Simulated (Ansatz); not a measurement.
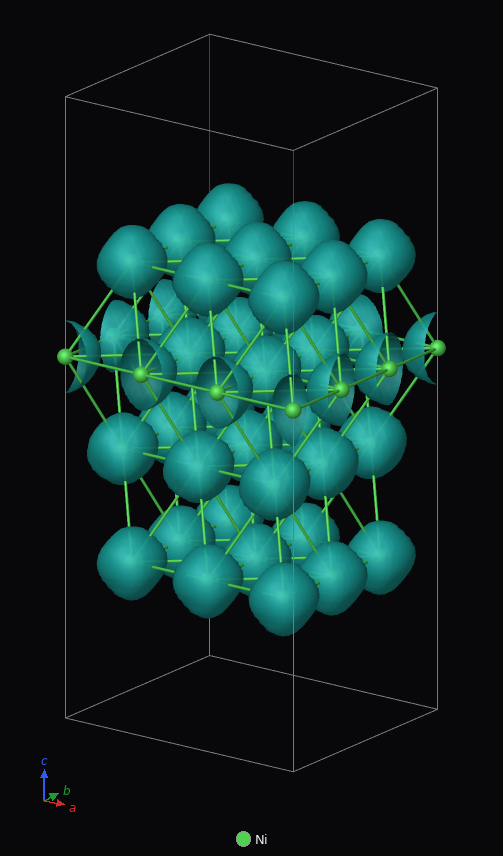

*Ni (slab). Isosurface of the spin density (up minus down) at +0.1 e/Å³ (teal), seen slightly off an axis. Sticks mark near contacts.*

Spin-polarised.

The calculation used DFT PBEsol, scalar-relativistic, plane waves, PAW (Ansatz 0.2.0).

```cif
data_structure
_symmetry_space_group_name_H-M 'P 1'
_symmetry_Int_Tables_number 1
_cell_length_a 2.4488
_cell_length_b 2.4488
_cell_length_c 22.9984
_cell_angle_alpha 90.000
_cell_angle_beta 90.000
_cell_angle_gamma 120.000
_cell_volume 119.44
loop_
_atom_site_label
_atom_site_type_symbol
_atom_site_fract_x
_atom_site_fract_y
_atom_site_fract_z
_atom_site_occupancy
Ni1 Ni 0.66667 0.33333 0.36959 1
Ni2 Ni 0.33333 0.66667 0.45653 1
Ni3 Ni 0.00000 0.00000 0.54298 1
Ni4 Ni 0.66667 0.33333 0.62878 1
```

Where is the spin, and how is it ordered?

Answer. The spin density sits on Ni: +0.7 μB (×4) in one cell of 4 atoms: parallel main moments (a ferromagnetic arrangement) in this solution. The cell of the calculation (4 atoms) carries 2.6 μB of net spin moment.
